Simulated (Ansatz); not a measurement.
## Geometry relaxation of Al6N7 (part 4 of 4)

Al6N7 (slab, 13 atoms in the cell); DFT r2SCAN, scalar-relativistic, plane waves, PAW, spin-polarised (Ansatz 0.2.0); cutoff 500 eV, 9×6×1 k-mesh, Gaussian smearing of 0.05 eV, collinear spins. The structure derives from an entry of the Crystallography Open Database. The input holds or restrains some coordinates. Forces given for the steps count only the free coordinates. It belongs to a series of runs on one base structure; here: N put at a top N site.

Geometry of the input (Å; fractional positions):
```
3.1067  0.0000  0.0000
0.0000  4.9784  0.0000
0.0000  0.0000  25.2777
Al 0.0000  0.9983  0.3363
N  0.0000  0.6167  0.3363
Al 0.5000  0.4983  0.3717
N  0.5000  0.1167  0.3717
Al 0.5000  0.9983  0.4427
N  0.5000  0.6167  0.4427
Al 0.0000  0.4964  0.4761
N  0.0000  0.1167  0.4769
Al 0.0000  1.0038  0.5515
N  0.0000  0.6223  0.5490
Al 0.5000  0.4731  0.5739
N  0.5000  0.1217  0.5815
N  0.5000  0.1217  0.6377
```

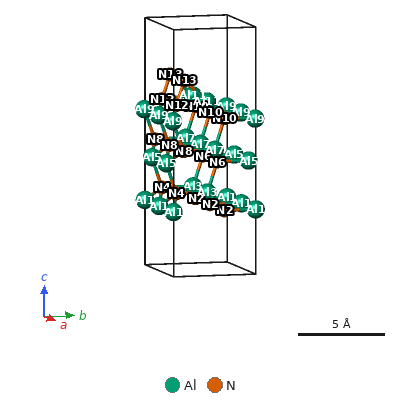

Fig. 1: The geometry at step 4 of the log (ball-and-stick view of the 2 × 1 repeat of the cell, with the vacuum cut short, seen slightly off an axis; atoms are numbered from 1 in the order of the input).

Output, continued
```
SCF iter   1: F=—  HF=-5947.908389 eV  |F-HF|=—  |Δ(HF+E_count)|=         —  Δρ=1.44e-6 (↑1.41e-6 ↓1.44e-6)  dr2=2.28e-8  dr2_τ=2.55e-10  dr2_m=9.70e-11  M=1.000 μB ∫|m|=1.112 μB  β_m=1.20  ethr=4.29e-11  p=-0.268 e·Å  D=-1.24e-1 V/Å  ΔV_dip=3.14 eV  dr2_dipole=2.08e-10  V_vac-E_F(+/−)=6.48/3.34 eV  ⟨swp⟩=1.0  Hψ=4725  notcnv=0
efield: sawtooth ramp at fractional position 0.9670 (kept from the solve that this one continues, or follows in the run), width 0.0400; the density the first Hamiltonian is built on has a dipole p = -0.268 e·Å; the dipole correction subtracts the counter field D = -1.24e-1 V/Å, which shifts the + side's vacuum level by +3.14 eV against the − side's; the planar-averaged density in the ramp window peaks in size at 1.1e-7 e/Å³
preconditioner: auto → Resta (q_TF=auto, 1.955 Å⁻¹)  ε∞=2.1  [insulator: Δε(μ)=0.245 eV  Ē_g=12.995 eV  σ=0.050 eV  W_gap=1.00  n_scr=40 (ndim 8)  ℏωp=13.7 eV  f_vac=0.589  D(μ)=0.00/eV (n_scr^D=0)  ε∞_Penn≈2.1  vacuum switching on, ρ_ref=1.2e-2 e/Å³]
spin=Collinear: Resta preconditioning applied to the charge; magnetization (m = ρ↑ − ρ↓) channel mixes plain (no charge-response kernel on spin).
SCF iter   2: F=-5947.908389 eV  HF=-5947.908389 eV  |F-HF|=1.43e-8  |Δ(HF+E_count)|=   1.30e-8  Δρ=1.00e-6 (↑1.00e-6 ↓1.00e-6)  dr2=1.11e-8  dr2_τ=1.05e-10  dr2_m=3.69e-12  M=1.000 μB ∫|m|=1.112 μB  ethr=4.29e-11  p=-0.268 e·Å  D=-1.24e-1 V/Å  ΔV_dip=3.14 eV  dr2_dipole=7.62e-11  V_vac-E_F(+/−)=6.48/3.34 eV  ⟨swp⟩=9.6  Hψ=10329  notcnv=0
SCF 8 converged in 2 iterations: F = -5947.908389 eV  dr2 = 1.11e-8
WARN: The output density's exchange-correlation potential varies sharply where the density is thin. Do not read a vacuum level from v_tot or v_xc, or from such a field of the output density. On a cell that repeats whose density bears no net charge and no dipole along the vacuum's axis use v_es (v_loc + v_h of the components); under efield.dipole_correction with no amplitude use v_es + v_field, which holds any external_charges[].barrier, or the levels of the report's work_function block, which leave it out; under a non-zero efield.amplitude the vacuum is tilted and has no level; on a cell that repeats and bears such a dipole with no correction it is tilted too, and efield.dipole_correction with no amplitude gives each side of its ramp a level where efield: is served; in a cell that repeats whose density bears a net charge (total_charge, or a fill off its count) it is curved and has none; of a slab under crystal.periodic whose density bears no net charge use v_es, which has a level on each side, short of where the two are joined; of another it falls or rises all the way out and has none; of a slab beside external_charges read slab_vacuum_level instead, which it has where they leave it neutral. The grid or the basis barely resolves most such structure, and the values can differ between equally converged runs; as a rule a tighter scf.convergence.dr2_threshold does not remove it. Where the density itself ripples (under the LDA too) a higher basis.ecutwfc lessens it. The files hold the spikes' plane waves up to the density's cutoff. Files: v_tot_of_output_density and the like, and their columns of v_z.tsv (output.write_potential); v_xc_of_output_density and the like, and their columns of v_comp_z.tsv (output.write_potential_components). Measured: with its Gaussian average of σ = 0.25 Å subtracted twice, the exchange-correlation potential is over 0.1 eV at 5623 of the grid points where the equally averaged density (valence and model cores) is under 1e-3 e/Å³, and 2.13 eV at the most among them, at an averaged density of 9.4e-4 e/Å³. The input density's (outcome.potential() and, of a run that writes arrays, v_tot and v_xc) is over 0.1 eV, so measured, at 2253 points of its own thin density, 2.01 eV at the most. See output.write_potential in the manual, Limitations
SCF converged after 2 iterations
Stability not checked: this state was not tested for a lower state beside it, because the mixer in use, unlike msr1, does not test its closes by its own steps (another_mixer; see scf.mixing.algorithm and scf.lower_state_search)
Magnetization: 1.0000 μB (27.0000 up, 26.0000 down)
Absolute magnetization: 1.1150 μB (∫|ρ↑−ρ↓|, with the PAW one-centre terms)
Spin contamination: 0.0075 ħ² per cell (⟨S²⟩ above its minimum at these occupations)
Per-site moments (μB) at R_I (Å): [(5.879185229113104e-5, 0.7787933446865551), (0.00019381756913012193, 0.7787933446865549), (4.728994509489944e-7, 0.7787933444190681), (0.00022954765442847908, 0.7787933444190683), (0.00013881045078174514, 0.7750114064439599), (-5.510922507626424e-5, 0.775589317468297), (9.301050451779754e-5, 0.775589317468297), (0.004200969153792629, 0.7750114064439599), (0.015997026765002687, 0.7610499112197202), (0.0033703411832094105, 0.7666263635942511), (-0.003917035240636341, 0.7651842087660218), (0.05280081373516847, 0.6143715699337708), (0.48256013315679835, 0.6143715699337708)]
Free energy (F): -5947.908389 eV
Harris-Foulkes:  -5947.908389 eV  (|F-HF|=1.43e-8)
Internal energy: -5947.908387 eV  (E = F + TS)
E sigma→0 (E₀):  -5947.908388 eV
Entropy (-TS):   -0.000002 eV (-0.000 meV/atom)
Fermi energy:    -0.133319 eV
Dipole field:    D = -0.124156 V/Å  (p = -0.268242 e·Å, saw-weighted, corrected)
Work function:   Φ+ = 6.4811 eV   Φ− = 3.3428 eV
Levels:          The Fermi level and band energies are counted from a zero that moves with the ramp; work functions are not
--- Per-component energies (eV) ---
  E_band       = -416.562013
  E_kinetic    = 1082.262933
  E_local      = -31521.067216  (includes V_loc(G=0)·N_el)
  E_nonlocal   = 372.858064
  E_hartree    = 15279.426958
  E_xc         = -646.810864
  E_vxc        = -792.495695  (∫ρ·V_xc dr)
  E_paw        = -3742.366958  (= ΣΔE_a)
  E_vpaw       = -159.215909  (= ΣTr[D̂ρ^β])
  E_aug_tail   = 0.000127  (compensation charges beyond the density's cutoff)
  E_vtau       = 44.045707  (kinetic-family band-sum trace: ∫τ·v_τ [+ j·A + Jᵃ·Aᵃ] dr)
  E_efield     = 0.016652  (sawtooth field / dipole correction)
  E_vefield    = -1.800049  (∫n·V_field dr)
  E_ewald      = 13228.339518
  E_core_change = -0.567600  (= ΣΔE_core)
  E_smearing   = -0.000002  (= −TS)
  E_closure    = 0.000000  (closes the sum)
  Σ components = -5947.908389   (vs F -5947.908389, Δ=0.00e0)
--- Forces (eV/Å), atoms counted from 1 ---
  atom   1  Al     0.00000000    -2.02551343     2.09208859
  atom   2  N      0.00000000     0.94783483     0.49799550
  atom   3  Al     0.00000000     1.12190403    -1.79426325
  atom   4  N      0.00000000     0.32801164    -1.35764023
  atom   5  Al     0.00000000    -0.40038359     0.02664727
  atom   6  N      0.00000000     0.03682216     0.54343447
  atom   7  Al     0.00000000    -0.00586687    -0.01000027
  atom   8  N      0.00000000    -0.00304893     0.00202970
  atom   9  Al     0.00000000     0.01704708     0.00177279
  atom  10  N      0.00000000    -0.01370707    -0.00108413
  atom  11  Al     0.00000000    -0.00002216     0.00150279
  atom  12  N      0.00000000    -0.00284407     0.00105691
  atom  13  N      0.00000000    -0.00037210    -0.00366525
  max |Σ_I F_I| component: 1.38e-4 eV/Å
--- Band table (eV; the first three rows and the last of 40) ---
  k-point 0 ↑: bands = ["-20.1430", "-18.2648", "-17.4383", "-16.7707", "-16.2427", "-14.9741", "-13.0995", "-8.4075", "-7.6912", "-7.4317", "-6.5077", "-6.4525", "-5.8543", "-5.4281", "-5.1153", "-4.5248", "-4.3125", "-4.0686", "-4.0027", "-3.6669", "-3.3059", "-3.1097", "-2.8768", "-2.1215", "-1.9346", "-0.8373", "-0.6067", "-0.0116", "2.5057", "3.2711", "3.5493", "4.1538", "4.4053", "4.6581", "5.4624", "5.6535", "5.8988", "6.3268", "6.4686", "6.6487", "7.0162"]
  k-point 1 ↑: bands = ["-20.1210", "-18.1779", "-17.4145", "-16.7996", "-16.3837", "-15.0516", "-13.1286", "-8.1110", "-7.7763", "-7.3586", "-6.7699", "-5.9966", "-5.8365", "-5.3920", "-5.0762", "-4.4711", "-4.4157", "-4.0696", "-4.0097", "-3.6832", "-3.3538", "-3.1929", "-3.0739", "-2.2350", "-1.9791", "-0.9197", "-0.6125", "0.1488", "2.5665", "3.4268", "3.5778", "3.9605", "4.3429", "4.7177", "5.3818", "5.6845", "5.9927", "6.4606", "6.6626", "6.9193", "7.2801"]
  k-point 2 ↑: bands = ["-20.0758", "-17.9365", "-17.4050", "-16.8700", "-16.6729", "-15.2072", "-13.1831", "-7.9302", "-7.4232", "-7.1531", "-6.8909", "-6.0809", "-5.3122", "-5.1463", "-4.8595", "-4.6993", "-4.3840", "-4.3335", "-4.0636", "-3.7128", "-3.6806", "-3.3887", "-3.2605", "-2.2902", "-2.0701", "-1.1059", "-0.6236", "0.2380", "2.8257", "3.4932", "3.8832", "4.0265", "4.3905", "4.9623", "5.3887", "5.6675", "5.9323", "6.1786", "6.5771", "7.0744", "7.1382"]
  k-point 19 ↓: bands = ["-19.0040", "-16.7261", "-16.6020", "-16.3769", "-16.2271", "-14.6345", "-11.7412", "-8.1813", "-8.0520", "-7.9159", "-7.8573", "-7.7454", "-6.9932", "-5.6248", "-5.2418", "-4.8752", "-4.7098", "-4.6171", "-4.1620", "-4.1038", "-3.8578", "-3.7838", "-3.5402", "-3.2276", "-1.8709", "-0.2568", "0.7061", "1.4788", "3.3978", "3.5044", "4.0465", "4.1877", "4.6285", "5.1684", "5.5968", "6.7466", "7.1457", "7.4997", "7.5370", "7.7647", "7.8573"]
--- Relaxed structure (7 steps of the walk, 7 accepted, 0 SCFs on fresh bases) ---
  F+E_penalty+E_count = -5947.90838912 eV   max|allowed force component| = 1.703e-2 eV/Å
  atoms:
    - { symbol: Al, position: [0.0, 0.9983070975999998, 0.3362645148999999] }
    - { symbol: N, position: [0.0, 0.6166929023999999, 0.3362645148999999] }
    - { symbol: Al, position: [0.5, 0.49830709759999997, 0.37174307319999994] }
    - { symbol: N, position: [0.5, 0.11669290239999998, 0.37174307319999994] }
    - { symbol: Al, position: [0.5, 0.9983070975999998, 0.44270018969999997] }
    - { symbol: N, position: [0.5, 0.6166929023999999, 0.44270018969999997] }
    - { symbol: Al, position: [0.0, 0.5004901639808683, 0.4778112389540569] }
    - { symbol: N, position: [0.0, 0.11863666398204994, 0.4771484262289955] }
    - { symbol: Al, position: [0.0, 1.0040740724266843, 0.5486629108163598] }
    - { symbol: N, position: [0.0, 0.6293068195821621, 0.5490123587265747] }
    - { symbol: Al, position: [0.5, 0.5108793077542142, 0.5819577825556549] }
    - { symbol: N, position: [0.5, 0.13008533523476906, 0.5792429891171927] }
    - { symbol: N, position: [0.5, 0.2459695245856354, 0.6335640021285065] }
--- Löwdin populations: 13 sites ---
  site symbol       q [e]    m [muB]
     0     Al      1.8372     0.0002
     1      N      6.0274     0.0003
     2     Al      1.8855    -0.0000
     3      N      6.0802     0.0003
     4     Al      1.8399     0.0007
     5      N      6.0933    -0.0001
     6     Al      1.8466    -0.0008
     7      N      6.0858     0.0052
     8     Al      1.8014     0.0254
     9      N      6.1020     0.0051
    10     Al      1.7872    -0.0276
    11      N      5.7416     0.0723
    12      N      5.3504     0.9105
  spilling = 0.009841 (of n_electrons = 53.000000)
```

File populations.tsv
```
# site	symbol	l	j	q_up	q_dn
# orbitals = lowdin
# n_electrons = 53.000000
# spilling = 0.009841
0	Al	0_3S	-	0.312598	0.312487
0	Al	1_3P	-	0.606099	0.605982
1	N	0_2S	-	0.733914	0.733899
1	N	1_2P	-	2.279913	2.279675
2	Al	0_3S	-	0.271118	0.271142
2	Al	1_3P	-	0.671593	0.671604
3	N	0_2S	-	0.712007	0.711917
3	N	1_2P	-	2.328241	2.328077
4	Al	0_3S	-	0.265624	0.265475
4	Al	1_3P	-	0.654649	0.654110
5	N	0_2S	-	0.705169	0.705281
5	N	1_2P	-	2.341425	2.341425
6	Al	0_3S	-	0.266140	0.266579
6	Al	1_3P	-	0.656748	0.657107
7	N	0_2S	-	0.703222	0.701883
7	N	1_2P	-	2.342269	2.338399
8	Al	0_3S	-	0.269818	0.253372
8	Al	1_3P	-	0.643595	0.634609
9	N	0_2S	-	0.701328	0.700803
9	N	1_2P	-	2.352199	2.347647
10	Al	0_3S	-	0.255181	0.265562
10	Al	1_3P	-	0.624625	0.641818
11	N	0_2S	-	0.688960	0.686693
11	N	1_2P	-	2.218027	2.147970
12	N	0_2S	-	0.843746	0.815005
12	N	1_2P	-	2.286723	1.404959
```

Trajectory as extended XYZ (Å, eV, eV/Å), 7 frames, from step=1 to step=7
```
13
Lattice="3.1067 0.0000 0.0000 0.0000 4.9784 0.0000 0.0000 0.0000 25.2777" Properties=species:S:1:pos:R:3:forces:R:3 step=1 energy=-5946.33143
Al    0.0000    4.9700    8.5000    0.0000  -1.9587   1.5924
N     0.0000    3.0701    8.5000    0.0000   0.8403   0.8538
Al    1.5533    2.4808    9.3968    0.0000   1.0653  -2.3696
N     1.5533    0.5809    9.3968    0.0000   0.3274  -0.7389
Al    1.5533    4.9700   11.1905    0.0000  -0.5200  -0.4041
N     1.5533    3.0701   11.1905    0.0000  -0.0038   0.8449
Al    0.0000    2.4710   12.0342    0.0000   0.3366  -0.2839
N     0.0000    0.5807   12.0551    0.0000   0.1077   1.2189
Al    0.0000    4.9971   13.9418    0.0000  -1.5744  -1.6270
N     0.0000    3.0981   13.8787    0.0000  -0.1790  -0.0975
Al    1.5533    2.3552   14.5066    0.0000   1.7817   2.4227
N     1.5533    0.6059   14.6995    0.0000  -1.7893  -2.1307
N     1.5533    0.6059   16.1195    0.0000   1.5657   0.7185
13
Lattice="3.1067 0.0000 0.0000 0.0000 4.9784 0.0000 0.0000 0.0000 25.2777" Properties=species:S:1:pos:R:3:forces:R:3 step=2 energy=-5947.16280
Al    0.0000    4.9700    8.5000    0.0000  -1.9827   1.8964
N     0.0000    3.0701    8.5000    0.0000   0.8941   0.6570
Al    1.5533    2.4808    9.3968    0.0000   1.0845  -2.0992
N     1.5533    0.5809    9.3968    0.0000   0.3337  -1.1268
Al    1.5533    4.9700   11.1905    0.0000  -0.3650  -0.1226
N     1.5533    3.0701   11.1905    0.0000   0.0886   0.6151
Al    0.0000    2.4815   12.0431    0.0000  -0.0703   0.4591
N     0.0000    0.5899   12.0588    0.0000  -0.2791   0.3081
Al    0.0000    4.9349   13.8787    0.0000  -0.4879  -0.6740
N     0.0000    3.0529   13.9129    0.0000   0.3091  -0.4180
Al    1.5533    2.3942   14.6488    0.0000  -0.1928   2.1026
N     1.5533    0.5928   14.6183    0.0000  -1.2893  -1.4307
N     1.5533    0.7080   16.0591    0.0000   1.9568  -0.1654
13
Lattice="3.1067 0.0000 0.0000 0.0000 4.9784 0.0000 0.0000 0.0000 25.2777" Properties=species:S:1:pos:R:3:forces:R:3 step=3 energy=-5947.75682
Al    0.0000    4.9700    8.5000    0.0000  -2.0125   2.1095
N     0.0000    3.0701    8.5000    0.0000   0.9447   0.5154
Al    1.5533    2.4808    9.3968    0.0000   1.1045  -1.8470
N     1.5533    0.5809    9.3968    0.0000   0.3372  -1.4033
Al    1.5533    4.9700   11.1905    0.0000  -0.3886  -0.0920
N     1.5533    3.0701   11.1905    0.0000  -0.0146   0.6774
Al    0.0000    2.4795   12.0727    0.0000  -0.3351   0.5486
N     0.0000    0.5816   12.0563    0.0000  -0.3683  -0.2650
Al    0.0000    4.8747   13.8241    0.0000   0.0553   0.0186
N     0.0000    3.0057   13.9376    0.0000   0.5111   0.0845
Al    1.5533    2.3905   14.8047    0.0000   0.0098  -0.3793
N     1.5533    0.5673   14.5271    0.0000  -0.4486   0.3321
N     1.5533    0.8873   15.9818    0.0000   0.6054  -0.3023
13
Lattice="3.1067 0.0000 0.0000 0.0000 4.9784 0.0000 0.0000 0.0000 25.2777" Properties=species:S:1:pos:R:3:forces:R:3 step=4 energy=-5947.87163
Al    0.0000    4.9700    8.5000    0.0000  -2.0201   2.0989
N     0.0000    3.0701    8.5000    0.0000   0.9470   0.5047
Al    1.5533    2.4808    9.3968    0.0000   1.1169  -1.8175
N     1.5533    0.5809    9.3968    0.0000   0.3318  -1.3762
Al    1.5533    4.9700   11.1905    0.0000  -0.4342  -0.0942
N     1.5533    3.0701   11.1905    0.0000  -0.0110   0.6257
Al    0.0000    2.4827   12.0770    0.0000  -0.0621   0.3203
N     0.0000    0.5851   12.0558    0.0000  -0.1721  -0.1484
Al    0.0000    4.9367   13.8367    0.0000   0.0594   0.4005
N     0.0000    3.0709   13.9157    0.0000   0.2070  -0.2861
Al    1.5533    2.4550   14.7432    0.0000   0.2262  -0.0209
N     1.5533    0.6070   14.5923    0.0000  -0.3337   0.1381
N     1.5533    1.0838   16.0191    0.0000   0.1421  -0.3481
13
Lattice="3.1067 0.0000 0.0000 0.0000 4.9784 0.0000 0.0000 0.0000 25.2777" Properties=species:S:1:pos:R:3:forces:R:3 step=5 energy=-5947.90169
Al    0.0000    4.9700    8.5000    0.0000  -2.0250   2.0938
N     0.0000    3.0701    8.5000    0.0000   0.9484   0.4970
Al    1.5533    2.4808    9.3968    0.0000   1.1196  -1.7929
N     1.5533    0.5809    9.3968    0.0000   0.3255  -1.3629
Al    1.5533    4.9700   11.1905    0.0000  -0.4457  -0.0335
N     1.5533    3.0701   11.1905    0.0000   0.0087   0.5633
Al    0.0000    2.4892   12.0785    0.0000   0.0679  -0.1737
N     0.0000    0.5881   12.0552    0.0000   0.1232   0.1170
Al    0.0000    5.0149   13.8694    0.0000  -0.0834  -0.2866
N     0.0000    3.1530   13.8656    0.0000  -0.1076   0.2886
Al    1.5533    2.5569   14.7037    0.0000   0.2062  -0.1497
N     1.5533    0.6770   14.6176    0.0000  -0.0958   0.1963
N     1.5533    1.2367   16.0010    0.0000  -0.0428   0.0412
13
Lattice="3.1067 0.0000 0.0000 0.0000 4.9784 0.0000 0.0000 0.0000 25.2777" Properties=species:S:1:pos:R:3:forces:R:3 step=6 energy=-5947.90773
Al    0.0000    4.9700    8.5000    0.0000  -2.0254   2.0914
N     0.0000    3.0701    8.5000    0.0000   0.9473   0.4985
Al    1.5533    2.4808    9.3968    0.0000   1.1239  -1.8020
N     1.5533    0.5809    9.3968    0.0000   0.3287  -1.3578
Al    1.5533    4.9700   11.1905    0.0000  -0.4116   0.0173
N     1.5533    3.0701   11.1905    0.0000   0.0262   0.5220
Al    0.0000    2.4892   12.0750    0.0000   0.0106   0.0411
N     0.0000    0.5896   12.0611    0.0000  -0.0216  -0.0395
Al    0.0000    4.9907   13.8652    0.0000   0.0556   0.0825
N     0.0000    3.1277   13.8773    0.0000  -0.0525  -0.0744
Al    1.5533    2.5322   14.7034    0.0000   0.0170   0.0671
N     1.5533    0.6385   14.6400    0.0000   0.0232   0.0013
N     1.5533    1.2194   16.0144    0.0000  -0.0159  -0.0486
13
Lattice="3.1067 0.0000 0.0000 0.0000 4.9784 0.0000 0.0000 0.0000 25.2777" Properties=species:S:1:pos:R:3:forces:R:3 step=7 energy=-5947.90839
Al    0.0000    4.9700    8.5000    0.0000  -2.0255   2.0921
N     0.0000    3.0701    8.5000    0.0000   0.9478   0.4980
Al    1.5533    2.4808    9.3968    0.0000   1.1219  -1.7943
N     1.5533    0.5809    9.3968    0.0000   0.3280  -1.3576
Al    1.5533    4.9700   11.1905    0.0000  -0.4004   0.0267
N     1.5533    3.0701   11.1905    0.0000   0.0368   0.5434
Al    0.0000    2.4916   12.0780    0.0000  -0.0059  -0.0100
N     0.0000    0.5906   12.0612    0.0000  -0.0030   0.0020
Al    0.0000    4.9987   13.8689    0.0000   0.0170   0.0018
N     0.0000    3.1329   13.8778    0.0000  -0.0137  -0.0011
Al    1.5533    2.5434   14.7106    0.0000  -0.0001   0.0015
N     1.5533    0.6476   14.6419    0.0000  -0.0028   0.0011
N     1.5533    1.2245   16.0151    0.0000  -0.0004  -0.0037
```

Summary

- outcome: converged under the restraints of the input
- electrons treated: 53
- free energy: −5947.9084 eV
- work function, top face: 6.48 eV
- work function, bottom face: 3.34 eV
- Fermi energy: −0.133 eV
- gap on the k-point mesh: 0.25 eV
- net moment of the cell: 1.00 μB
- integrated absolute moment: 1.11 μB
- final volume: 390.95 Å³
- work function (upper face): 6.48 eV
- largest force (length of the vector) at the end, held atoms and coordinates included: 2.912 eV/Å
- hardware: 2 threads of AMD EPYC (Zen 5), 32 GiB of memory available, shared host
- wall time: 5.6 min (CPU time 11 min)
- peak memory: 1.9 GiB

Notes

The electronic state found may not be the lowest one. Warnings of the run: the exchange-correlation potential is rough where the density is thin.
